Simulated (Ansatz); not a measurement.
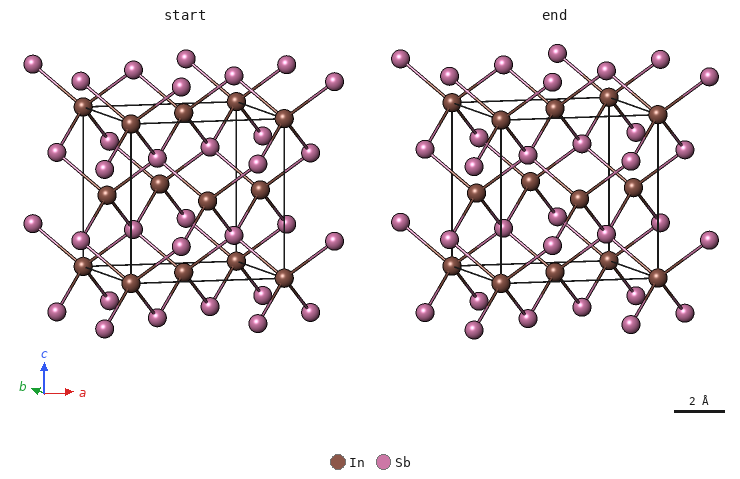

The structure of solid InSb (set up in F-43m) before (left) and after (right) a relaxation, at one scale.

The picture is a ball-and-stick view of the conventional cell (4 times the calculation's cell), seen slightly off an axis. Lengths and directions refer to the drawn axes.

Theory: DFT PBE, scalar-relativistic, plane waves, PAW (Ansatz).

Input file:
```yaml
crystal:
  lattice:
    - [0.0, 3.2391, 3.2391]
    - [3.2391, 0.0, 3.2391]
    - [3.2391, 3.2391, 0.0]
  atoms:
    - { symbol: In, position: [0.0, 0.0, 0.0] }
    - { symbol: Sb, position: [0.25, 0.25, 0.25] }
basis:
  ecutwfc: 420
kpoints:
  mp_grid: { grid: [12, 12, 12] }
hamiltonian:
  xc: pbe
scf:
  occupations: { method: gaussian, width: 0.1 }
output:
  forces: true
  stress: true
  eigenvalues: true
relax:
  adjacent_minimum: "off"
  f_tol: 0.005
  max_steps: 80
  cell: { stress_tol: 0.05 }
```

Command:
```bash
ansatz run input.yaml --threads 1 --pin off --max-ram 2560MiB --backend cpu --events-out ev --progress --plain --runs-dir out
```

Q: Summarise the run.

A: No atom moves by more than 0.005 Å relative to the cell. The volume changes by +7.4 %, with a = b = c 6.478 → 6.635 Å (+2.4 %). Among the contacts that change: In1–Sb2 2.805 → 2.873 Å. The space group stays F-43m (No. 216). The energy falls by 23.1 meV per atom in 3 accepted moves (4 points after the start). All forces vanish by symmetry, so only the cell relaxes. The pressure goes from 3.14 to 0.00 GPa. The SCF was repeated once at an unchanged geometry on a basis and grid sized afresh for the cell, which shifted the energy by 0.4 meV per atom at most. Cost: 53 s on 1 thread of Arm Neoverse V1, on a shared host, peak memory 0.43 GiB.
